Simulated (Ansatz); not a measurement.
**Converging the field response of a KBr (001) film**

Aim: a convergence study of the equivalent conductor thickness of a KBr (001) film, with the cost of each setting.

Main program and level: Ansatz 0.2.0; plane-wave DFT, PBE, Ansatz PAW, in the first sound run; inputs show where later runs differ.

### Step 1. Starting point

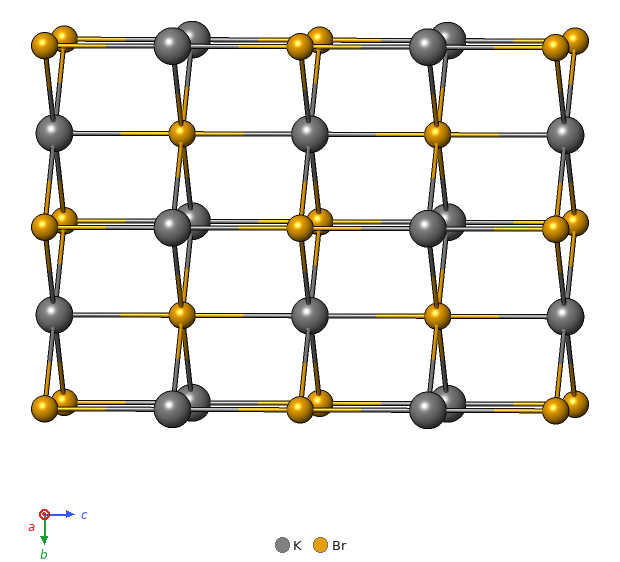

The cell as given, from the side, with the c axis across the page (potassium grey, bromine orange). 1×2×1 cells are drawn. Some periodic images of atoms are drawn too.

The cell holds 10 atoms: 5 K and 5 Br. Cell: a = 4.667 Å, b = 4.667 Å, c = 31.200 Å, α = 90.0°, β = 90.0°, γ = 90.0°. It derives from KBr (rocksalt KBr). Vacuum lies along c.

### Step 2. Run, setting first choice

The first choice: the default cutoff of 420 eV, a 6×6×1 mesh, 18 Å of vacuum, 0.1 V/Å and a tight threshold. Each later run changes one input against this one; other functionals and files bring their own cutoffs.

input.yaml

```yaml
crystal:
  lattice:
    - [4.66690476, 0.0, 0.0]
    - [0.0, 4.66690476, 0.0]
    - [0.0, 0.0, 31.2]
  atoms:
    - { symbol: K, position: [0.5, 0.5, 0.2884615385] }
    - { symbol: Br, position: [0.0, 0.0, 0.2884615385] }
    - { symbol: K, position: [0.0, 0.0, 0.3942307692] }
    - { symbol: Br, position: [0.5, 0.5, 0.3942307692] }
    - { symbol: K, position: [0.5, 0.5, 0.5] }
    - { symbol: Br, position: [0.0, 0.0, 0.5] }
    - { symbol: K, position: [0.0, 0.0, 0.6057692308] }
    - { symbol: Br, position: [0.5, 0.5, 0.6057692308] }
    - { symbol: K, position: [0.5, 0.5, 0.7115384615] }
    - { symbol: Br, position: [0.0, 0.0, 0.7115384615] }
kpoints:
  mp_grid: { grid: [6, 6, 1] }
hamiltonian:
  xc: pbe
scf:
  occupations: { method: fixed }
  convergence: { dr2_threshold: 1.0e-10 }
efield:
  axis: 3
  dipole_correction: true
  ramp_position: 0.97
  ramp_width: 0.06
  amplitude: 0.1
output:
  write_potential: true
  write_density: true
  volumetric_format: npy
```

Run with:

```sh
ansatz run input.yaml --threads 4 --pin off --max-ram 6144MiB --backend cpu --events-out ev --progress --plain --runs-dir out
```

Numbers of over 12 decimals in the logs are rounded to 6 here.

The program printed:

```text
Engine: ansatz 0.2.0, x86_64-unknown-linux-gnu
Pseudopotentials: kind: paw
Pseudopotential: K, paw, valence charge 9, recommended cutoff 420 eV (normal), K.paw.azcp
Pseudopotential: Br, paw, valence charge 7, recommended cutoff 420 eV (normal), Br.paw.azcp
Functional definition: PBE
  parameter kappa = 0.804
  parameter beta = 0.066725
  exchange = pbe_x(kappa = kappa, mu = beta*pi^2/3)
  correlation = pbe_c(beta = beta)
Crystal: 10 atoms, lattice volume = 679.536 Å³
Basis set: ecut = 420 eV, 13201 PW (Γ)
Bands: 50, of which v1, the nominal top of the filled ones, is band 40 counted from 1 (39 counted from 0)
Symmetry: 8 space group operations
k-points: 10 of 36
Non-local potential: K, projectors of the file, l = 0: 3, l = 1: 2, l = 2: 2
Non-local potential: Br, projectors of the file, l = 0: 2, l = 1: 2, l = 2: 2
PAW form: soft (Blöchl's): semilocal exchange-correlation on the pseudo side does not see the compensation charge
PAW one-centre angular grid: K, 110 points (default); XC on 64 Gauss nodes
PAW one-centre angular grid: Br, 110 points (default); XC on 64 Gauss nodes
Initial density: superposition of atomic densities (neutral atoms: chi_scale 0, normalization atom, screened)
Initial wavefunctions: pseudopotential atomic-orbital guess
Functional: x = pbe(κ = 0.804, μ = 0.219515), c = pbe(β = 0.066725)
SCF iter   1: F=—  HF=-21623.553351 eV  |F-HF|=—  |Δ(HF+E_count)|=         —  Δρ=1.43e-2  dr2=4.22e0  ethr=3.10e-3  p=0.196 e·Å  D=5.23e-2 V/Å  ΔV_dip=-1.63 eV  dr2_dipole=4.32e-3  V_vac-E_F(+/−)=9.46/8.22 eV  ⟨swp⟩=6.0  Hψ=1774  notcnv=0  defer=72
efield: sawtooth ramp at fractional position 0.9700 (set: `efield.ramp_position`, or a place that a band, a saddle search or an elastic batch's reference lends), width 0.0600; the density the first Hamiltonian is built on has a dipole p = 0.196 e·Å; the dipole correction subtracts the counter field D = 5.23e-2 V/Å, which shifts the + side's vacuum level by -1.63 eV against the − side's; the planar-averaged density in the ramp window peaks in size at 1.0e-7 e/Å³
preconditioner: auto → Resta (q_TF=auto, 1.910 Å⁻¹)  ε∞=1.7  [insulator: Δε(μ)=5.058 eV  Ē_g=13.800 eV  n_scr=74 (ndim 8)  ℏωp=11.9 eV  f_vac=0.435  ε∞_Penn≈1.7  vacuum switching on, ρ_ref=1.4e-2 e/Å³]
SCF iter   2: F=—  HF=-21622.219405 eV  |F-HF|=—  |Δ(HF+E_count)|=    1.33e0  Δρ=5.48e-3  dr2=4.09e-1  ethr=3.10e-3  p=0.137 e·Å  D=3.66e-2 V/Å  ΔV_dip=-1.14 eV  dr2_dipole=3.80e-5  V_vac-E_F(+/−)=7.56/5.84 eV  ⟨swp⟩=3.4  Hψ=1131  notcnv=0  defer=70  κ⁻¹=1.0e0(r=1)
SCF iter   3: F=—  HF=-21622.202430 eV  |F-HF|=—  |Δ(HF+E_count)|=   1.70e-2  Δρ=2.88e-3  dr2=6.50e-2  ethr=5.11e-4  p=0.130 e·Å  D=3.45e-2 V/Å  ΔV_dip=-1.08 eV  dr2_dipole=1.65e-5  V_vac-E_F(+/−)=6.85/5.05 eV  ⟨swp⟩=3.9  Hψ=676  notcnv=0  defer=81  κ⁻¹=2.1e-2(r=2)
SCF iter   4: F=—  HF=-21622.222653 eV  |F-HF|=—  |Δ(HF+E_count)|=   2.02e-2  Δρ=3.78e-4  dr2=7.49e-4  ethr=8.13e-5  p=0.122 e·Å  D=3.24e-2 V/Å  ΔV_dip=-1.01 eV  dr2_dipole=2.86e-6  V_vac-E_F(+/−)=6.52/4.66 eV  ⟨swp⟩=4.0  Hψ=804  notcnv=0  defer=80  κ⁻¹=6.5e-4(r=3)
SCF iter   5: F=—  HF=-21622.223777 eV  |F-HF|=—  |Δ(HF+E_count)|=   1.12e-3  Δρ=1.68e-4  dr2=1.27e-4  ethr=9.37e-7  p=0.123 e·Å  D=3.28e-2 V/Å  ΔV_dip=-1.02 eV  dr2_dipole=3.03e-8  V_vac-E_F(+/−)=6.51/4.67 eV  ⟨swp⟩=2.4  Hψ=922  notcnv=0  defer=80  κ⁻¹=5.7e-5(r=4)
SCF iter   6: F=—  HF=-21622.224008 eV  |F-HF|=—  |Δ(HF+E_count)|=   2.31e-4  Δρ=2.54e-5  dr2=4.05e-6  ethr=1.59e-7  p=0.124 e·Å  D=3.29e-2 V/Å  ΔV_dip=-1.03 eV  dr2_dipole=2.56e-9  V_vac-E_F(+/−)=6.52/4.68 eV  ⟨swp⟩=3.3  Hψ=870  notcnv=0  defer=80  κ⁻¹=3.5e-6(r=5)
SCF iter   7: F=—  HF=-21622.224348 eV  |F-HF|=—  |Δ(HF+E_count)|=   3.40e-4  Δρ=1.03e-5  dr2=6.10e-7  ethr=5.07e-9  p=0.124 e·Å  D=3.29e-2 V/Å  ΔV_dip=-1.03 eV  dr2_dipole=1.31e-9  V_vac-E_F(+/−)=6.52/4.68 eV  ⟨swp⟩=2.0  Hψ=689  notcnv=0  defer=80  κ⁻¹=3.4e-7(r=6)
SCF iter   8: F=—  HF=-21622.224348 eV  |F-HF|=—  |Δ(HF+E_count)|=   7.05e-7  Δρ=2.53e-6  dr2=2.53e-8  ethr=7.63e-10  p=0.124 e·Å  D=3.29e-2 V/Å  ΔV_dip=-1.03 eV  dr2_dipole=5.15e-11  V_vac-E_F(+/−)=6.52/4.68 eV  ⟨swp⟩=2.0  Hψ=665  notcnv=0  defer=80  κ⁻¹=1.8e-8(r=7)
SCF iter   9: F=—  HF=-21622.224348 eV  |F-HF|=—  |Δ(HF+E_count)|=   3.23e-8  Δρ=8.21e-7  dr2=2.78e-9  ethr=3.16e-11  p=0.124 e·Å  D=3.29e-2 V/Å  ΔV_dip=-1.03 eV  dr2_dipole=1.02e-14  V_vac-E_F(+/−)=6.52/4.68 eV  ⟨swp⟩=2.3  Hψ=698  notcnv=0  defer=80  κ⁻¹=1.8e-9(r=8)
SCF iter  10: F=—  HF=-21622.224348 eV  |F-HF|=—  |Δ(HF+E_count)|=   3.50e-9  Δρ=1.43e-7  dr2=1.12e-10  ethr=3.47e-12  p=0.124 e·Å  D=3.29e-2 V/Å  ΔV_dip=-1.03 eV  dr2_dipole=1.64e-14  V_vac-E_F(+/−)=6.52/4.68 eV  ⟨swp⟩=2.0  Hψ=803  notcnv=0  defer=80  κ⁻¹=2.1e-9(r=8)
SCF iter  11: F=-21622.224348 eV  HF=-21622.224348 eV  |F-HF|=2.55e-11  |Δ(HF+E_count)|=  1.02e-10  Δρ=3.31e-8  dr2=3.61e-12  ethr=1.00e-12  p=0.124 e·Å  D=3.29e-2 V/Å  ΔV_dip=-1.03 eV  dr2_dipole=4.72e-14  V_vac-E_F(+/−)=6.52/4.68 eV  ⟨swp⟩=19.5  Hψ=2746  notcnv=0
SCF 1 converged in 11 iterations: F = -21622.224348 eV  dr2 = 3.61e-12
  greatest PAW one-centre occupation: 0.987 electrons in one spin orbital (limit 2), on the K atom at site 6 (counted from 0), in its partial waves of l = 0
WARN: The output density's exchange-correlation potential varies sharply where the density is thin. Do not read a vacuum level from v_tot or v_xc, or from such a field of the output density. On a cell that repeats whose density bears no net charge and no dipole along the vacuum's axis use v_es (v_loc + v_h of the components); under efield.dipole_correction with no amplitude use v_es + v_field, which holds any externa [...]
SCF converged after 11 iterations
Stability not checked: this state was not tested for a lower state beside it, because the mixer in use, unlike msr1, does not test its closes by its own steps (another_mixer; see scf.mixing.algorithm and scf.lower_state_search)
Free energy (F): -21622.224348 eV
Harris-Foulkes:  -21622.224348 eV  (|F-HF|=2.55e-11)
Internal energy: -21622.224348 eV  (E = F + TS)
E sigma→0 (E₀):  -21622.224348 eV
Fermi energy:    -1.965352 eV
Dipole field:    D = 0.032916 V/Å  (p = 0.123611 e·Å, saw-weighted, corrected)
Work function:   not extracted (applied field tilts the vacuum); planar V_es + V_field profile in the machine report
Levels:          The Fermi level and band energies are counted from a zero that moves with the ramp; work functions are not
--- Per-component energies (eV) ---
  E_band       = -929.308969
  E_kinetic    = 1941.049765
  E_local      = -35990.032960  (includes V_loc(G=0)·N_el)
  E_nonlocal   = 414.126838
  E_hartree    = 17127.342272
  E_xc         = -2002.474910
  E_vxc        = -1347.358363  (∫ρ·V_xc dr)
  E_paw        = -15141.884691  (= ΣΔE_a)
  E_vpaw       = -201.770566  (= ΣTr[D̂ρ^β])
  E_aug_tail   = -0.000019  (compensation charges beyond the density's cutoff)
  E_efield     = -0.010327  (sawtooth field / dipole correction)
  E_vefield    = -0.008292  (∫n·V_field dr)
  E_ewald      = 12029.659684
  E_smearing   = -0.000000  (= −TS)
  E_closure    = 0.000000  (closes the sum)
  Σ components = -21622.224348   (vs F -21622.224348, Δ=0.00e0)
--- Band table (eV; the first three rows and the last of 10) ---
  k-point 0: bands = [... 36 lower, -2.1791, -2.1250, -1.9654, -1.9654, 2.0156, 2.5317, 2.9359, 3.3445, ... 6 higher]
  k-point 1: bands = [... 36 lower, -2.2280, -2.1776, -2.0942, -2.0182, 2.3315, 2.9009, 3.2175, 3.5921, ... 6 higher]
  k-point 2: bands = [... 36 lower, -2.3479, -2.3221, -2.1354, -2.1201, 3.0037, 3.7214, 3.8700, 4.1470, ... 6 higher]
  k-point 9: bands = [... 36 lower, -2.4512, -2.3355, -2.3355, -2.0923, 3.8009, 3.8009, 4.3031, 4.3031, ... 6 higher]
```

It took 9.1 s on 4 threads of Intel Xeon Platinum 8375C at 2.90GHz (Ice Lake), shared host; peak memory 1.2 GiB.

The column dr2 measures how far the density is from self-consistency, as an energy; F and HF (Harris–Foulkes) agree once it is small.

This step gave:

```yaml
gap_on_the_k_mesh: 3.981 eV
dipole_along_the_normal: 0.1236 e·Å
equivalent_conductor_thickness_p_eps_0ae: 10.27 Å
```

Running mean over 3.3 Å of the planar mean, with the applied field; the ramp of the sawtooth is left out. The electron's electrostatic potential energy less the highest filled level by z:

| z (Å) | electron's electrostatic potential energy less the highest filled level (eV) |
| --- | --- |
| 4 | 4.99 |
| 5 | 5.08 |
| 6 | 5.11 |
| 7 | 3.95 |
| 8 | 0.703 |
| 9 | 0.268 |
| 10 | 0.343 |
| 11 | 0.407 |
| 12 | 0.452 |
| 13 | 0.485 |
| 14 | 0.521 |
| 15 | 0.558 |
| 16 | 0.597 |
| 17 | 0.638 |
| 18 | 0.680 |
| 19 | 0.725 |
| 20 | 0.761 |
| 21 | 0.778 |
| 22 | 0.775 |
| 23 | 1.04 |
| 24 | 3.96 |
| 25 | 5.94 |
| 26 | 6.15 |
| 27 | 6.26 |
| 28 | 6.36 |

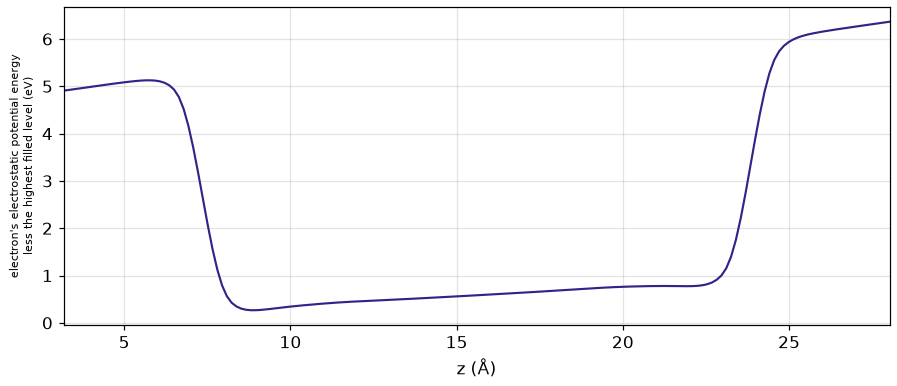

Electron's electrostatic potential energy less the highest filled level, plotted against z.

The dipole corresponds to a conductor 10.270 Å thick.

### Step 3. Run, box 31.2 Å

input.yaml: that of step 2 with these lines changed.

```diff
@@ -29,2 +29,4 @@
   amplitude: 0.1
+basis:
+  ecutwfc: "250 eV"
 output:
```

The program printed:

```text
Warning: basis.ecutwfc = 250 eV is below the records' recommended 420 eV, and the density's cutoff is lower with it unless basis.ecutrho_ratio is high enough to keep the records' density cutoff: compare with a run at a higher cutoff
[...]
k-point 0: bands = [... 36 lower, -2.1871, -2.1305, -1.9710, -1.9710, 2.0286, 2.5521, 2.9281, 3.2945, ... 6 higher]
  k-point 1: bands = [... 36 lower, -2.2357, -2.1825, -2.0998, -2.0235, 2.3368, 2.9188, 3.2048, 3.5385, ... 6 higher]
  k-point 2: bands = [... 36 lower, -2.3541, -2.3292, -2.1401, -2.1245, 3.0006, 3.7352, 3.8679, 4.0927, ... 6 higher]
  k-point 9: bands = [... 36 lower, -2.4582, -2.3408, -2.3408, -2.0969, 3.8255, 3.8255, 4.3264, 4.3264, ... 6 higher]
[key lines of the parts left out:]
SCF converged after 11 iterations
Free energy (F): -21620.727188 eV
Fermi energy:    -1.970988 eV
Dipole field:    D = 0.032841 V/Å  (p = 0.123329 e·Å, saw-weighted, corrected)
```

Run time: 4.4 s. Hardware: 4 threads; peak memory 0.72 GiB; 16 s of CPU time.

The dipole corresponds to a conductor 10.246 Å thick, -0.23 % from the first choice, at 0.48 times its CPU time.

### Step 4. Single point, box 31.2 Å

input.yaml: that of step 3 with these lines changed.

```diff
@@ -30,3 +30,3 @@
 basis:
-  ecutwfc: "250 eV"
+  ecutwfc: "330 eV"
 output:
```

The program printed:

```text
[...]
Crystal: 10 atoms, lattice volume = 679.536 Å³
Basis set: ecut = 330 eV, 9205 PW (Γ)
Bands: 50, of which v1, the nominal top of the filled ones, is band 40 counted from 1 (39 counted from 0)
Symmetry: 8 space group operations
k-points: 10 of 36
[...]
k-point 0: bands = [... 36 lower, -2.1790, -2.1250, -1.9655, -1.9655, 2.0159, 2.5328, 2.9339, 3.3352, ... 6 higher]
  k-point 1: bands = [... 36 lower, -2.2279, -2.1777, -2.0943, -2.0183, 2.3311, 2.9020, 3.2151, 3.5821, ... 6 higher]
  k-point 2: bands = [... 36 lower, -2.3478, -2.3220, -2.1355, -2.1202, 3.0024, 3.7219, 3.8692, 4.1381, ... 6 higher]
  k-point 9: bands = [... 36 lower, -2.4512, -2.3355, -2.3355, -2.0925, 3.8021, 3.8021, 4.3043, 4.3043, ... 6 higher]
[key lines of the parts left out:]
SCF converged after 11 iterations
Free energy (F): -21622.195972 eV
Fermi energy:    -1.965495 eV
Dipole field:    D = 0.032914 V/Å  (p = 0.123603 e·Å, saw-weighted, corrected)
```

The job ended after 6.4 s (4 threads; peak memory 0.91 GiB; 24 s of CPU time).

The dipole corresponds to a conductor 10.269 Å thick, -0.01 % from the first choice, at 0.70 times its CPU time.

### Step 5. Run, box 31.2 Å (run 2)

input.yaml: that of step 4 with these lines changed.

```diff
@@ -30,3 +30,3 @@
 basis:
-  ecutwfc: "330 eV"
+  ecutwfc: "600 eV"
 output:
```

The program printed:

```text
[...]
Crystal: 10 atoms, lattice volume = 679.536 Å³
Basis set: ecut = 600 eV, 22713 PW (Γ)
Bands: 50, of which v1, the nominal top of the filled ones, is band 40 counted from 1 (39 counted from 0)
Symmetry: 8 space group operations
k-points: 10 of 36
[...]
k-point 0: bands = [... 36 lower, -2.1791, -2.1251, -1.9655, -1.9655, 2.0151, 2.5313, 2.9364, 3.3485, ... 6 higher]
  k-point 1: bands = [... 36 lower, -2.2280, -2.1777, -2.0943, -2.0184, 2.3309, 2.9006, 3.2182, 3.5965, ... 6 higher]
  k-point 2: bands = [... 36 lower, -2.3479, -2.3221, -2.1355, -2.1203, 3.0031, 3.7208, 3.8704, 4.1509, ... 6 higher]
  k-point 9: bands = [... 36 lower, -2.4511, -2.3356, -2.3356, -2.0925, 3.8009, 3.8009, 4.3031, 4.3031, ... 6 higher]
[key lines of the parts left out:]
SCF converged after 11 iterations
Free energy (F): -21622.228254 eV
Fermi energy:    -1.965526 eV
Dipole field:    D = 0.032918 V/Å  (p = 0.123617 e·Å, saw-weighted, corrected)
```

It took 16 s on 4 threads; peak memory 1.8 GiB.

The dipole corresponds to a conductor 10.270 Å thick, +0.00 % from the first choice, at 1.7 times its CPU time.

### Step 6. Run, box 31.2 Å (run 3)

input.yaml: that of step 5 with these lines changed.

```diff
@@ -17,3 +17,3 @@
 kpoints:
-  mp_grid: { grid: [6, 6, 1] }
+  mp_grid: { grid: [1, 1, 1] }
 hamiltonian:
@@ -29,4 +29,2 @@
   amplitude: 0.1
-basis:
-  ecutwfc: "600 eV"
 output:
```

The program printed:

```text
[...]
Crystal: 10 atoms, lattice volume = 679.536 Å³
Basis set: ecut = 420 eV, 13201 PW (Γ)
Bands: 50, of which v1, the nominal top of the filled ones, is band 40 counted from 1 (39 counted from 0)
Symmetry: 8 space group operations
k-points: 1
[...]
Internal energy: -21615.993756 eV  (E = F + TS)
E sigma→0 (E₀):  -21615.993756 eV
Fermi energy:    -1.638240 eV
Dipole field:    D = 0.035803 V/Å  (p = 0.134453 e·Å, saw-weighted, corrected)
Work function:   not extracted (applied field tilts the vacuum); planar V_es + V_field profile in the machine report
[...]
--- Band table (eV) ---
  k-point 0: bands = [... 36 lower, -1.8812, -1.8732, -1.6382, -1.6382, 2.0581, 2.5430, 2.9693, 3.4075, ... 6 higher]
[key lines of the parts left out:]
SCF converged after 11 iterations
Free energy (F): -21615.993756 eV
```

The job ended after 1.4 s (4 threads; peak memory 0.55 GiB).

The dipole corresponds to a conductor 11.171 Å thick, +8.77 % from the first choice, at 0.12 times its CPU time.

### Step 7. Run, box 31.2 Å (run 4)

input.yaml: that of step 6 with these lines changed.

```diff
@@ -17,3 +17,3 @@
 kpoints:
-  mp_grid: { grid: [1, 1, 1] }
+  mp_grid: { grid: [2, 2, 1] }
 hamiltonian:
```

The program printed:

```text
[...]
Crystal: 10 atoms, lattice volume = 679.536 Å³
Basis set: ecut = 420 eV, 13201 PW (Γ)
Bands: 50, of which v1, the nominal top of the filled ones, is band 40 counted from 1 (39 counted from 0)
Symmetry: 8 space group operations
k-points: 3 of 4
[...]
--- Band table (eV) ---
  k-point 0: bands = [... 36 lower, -2.1502, -2.0960, -1.9318, -1.9318, 2.0262, 2.5434, 2.9457, 3.3516, ... 6 higher]
  k-point 1: bands = [... 36 lower, -2.3635, -2.3404, -2.1364, -2.1288, 3.7592, 3.9581, 4.4286, 4.5078, ... 6 higher]
  k-point 2: bands = [... 36 lower, -2.4272, -2.3038, -2.3038, -2.0615, 3.8102, 3.8102, 4.3115, 4.3115, ... 6 higher]
[key lines of the parts left out:]
SCF converged after 10 iterations
Free energy (F): -21622.028150 eV
Fermi energy:    -1.931771 eV
Dipole field:    D = 0.033054 V/Å  (p = 0.124131 e·Å, saw-weighted, corrected)
```

Wall time 2.3 s (4 threads); peak memory 0.88 GiB; 8.2 s of CPU time.

The dipole corresponds to a conductor 10.313 Å thick, +0.42 % from the first choice, at 0.24 times its CPU time.

### Step 8. Run, box 31.2 Å (run 5)

input.yaml: that of step 7 with these lines changed.

```diff
@@ -17,3 +17,3 @@
 kpoints:
-  mp_grid: { grid: [2, 2, 1] }
+  mp_grid: { grid: [3, 3, 1] }
 hamiltonian:
```

The program printed:

```text
[...]
Crystal: 10 atoms, lattice volume = 679.536 Å³
Basis set: ecut = 420 eV, 13201 PW (Γ)
Bands: 50, of which v1, the nominal top of the filled ones, is band 40 counted from 1 (39 counted from 0)
Symmetry: 8 space group operations
k-points: 3 of 9
[...]
--- Band table (eV) ---
  k-point 0: bands = [... 36 lower, -2.1767, -2.1226, -1.9625, -1.9625, 2.0166, 2.5328, 2.9368, 3.3452, ... 6 higher]
  k-point 1: bands = [... 36 lower, -2.3456, -2.3198, -2.1329, -2.1173, 3.0043, 3.7221, 3.8712, 4.1478, ... 6 higher]
  k-point 2: bands = [... 36 lower, -2.4549, -2.3600, -2.2602, -2.1062, 3.6673, 4.1016, 4.3745, 4.4871, ... 6 higher]
[key lines of the parts left out:]
SCF converged after 11 iterations
Free energy (F): -21622.214218 eV
Fermi energy:    -1.962480 eV
Dipole field:    D = 0.032924 V/Å  (p = 0.123643 e·Å, saw-weighted, corrected)
```

Elapsed: 3.5 s, on 4 threads; peak memory 0.82 GiB.

The dipole corresponds to a conductor 10.272 Å thick, +0.03 % from the first choice, at 0.37 times its CPU time.

### Step 9. Run, box 31.2 Å (run 6)

input.yaml: that of step 8 with these lines changed.

```diff
@@ -17,3 +17,3 @@
 kpoints:
-  mp_grid: { grid: [3, 3, 1] }
+  mp_grid: { grid: [12, 12, 1] }
 hamiltonian:
```

The program printed:

```text
[...]
Crystal: 10 atoms, lattice volume = 679.536 Å³
Basis set: ecut = 420 eV, 13201 PW (Γ)
Bands: 50, of which v1, the nominal top of the filled ones, is band 40 counted from 1 (39 counted from 0)
Symmetry: 8 space group operations
k-points: 28 of 144
[...]
k-point 0: bands = [... 36 lower, -2.1791, -2.1250, -1.9654, -1.9654, 2.0156, 2.5317, 2.9359, 3.3445, ... 6 higher]
  k-point 1: bands = [... 36 lower, -2.1924, -2.1125, -2.0212, -1.9797, 2.1031, 2.6305, 3.0108, 3.4113, ... 6 higher]
  k-point 2: bands = [... 36 lower, -2.2280, -2.1776, -2.0942, -2.0182, 2.3315, 2.9009, 3.2175, 3.5921, ... 6 higher]
  k-point 27: bands = [... 36 lower, -2.4512, -2.3355, -2.3355, -2.0923, 3.8009, 3.8009, 4.3031, 4.3031, ... 6 higher]
[key lines of the parts left out:]
SCF converged after 11 iterations
Free energy (F): -21622.224360 eV
Fermi energy:    -1.965358 eV
Dipole field:    D = 0.032916 V/Å  (p = 0.123611 e·Å, saw-weighted, corrected)
```

Run time: 26 s. Hardware: 4 threads; peak memory 1.7 GiB.

The dipole corresponds to a conductor 10.270 Å thick, +0.00 % from the first choice, at 2.9 times its CPU time.

(Continued in part 2 of 3.)

[Logs are printed without paths, hosts, clocks, repeated set-up lines and the standing remarks that a program may print on its own settings, such as how far it seeks lower states.]

[Hosts, paths, dates, database ids (printed as entryN), source tags and the programs' standing remarks are cut or masked in the printed files.]

[Maps of the electrostatic potential energy from Ansatz leave out the sawtooth potential of an applied field or a dipole correction, so their vacuum need not be flat; planar profiles and work functions include it.]
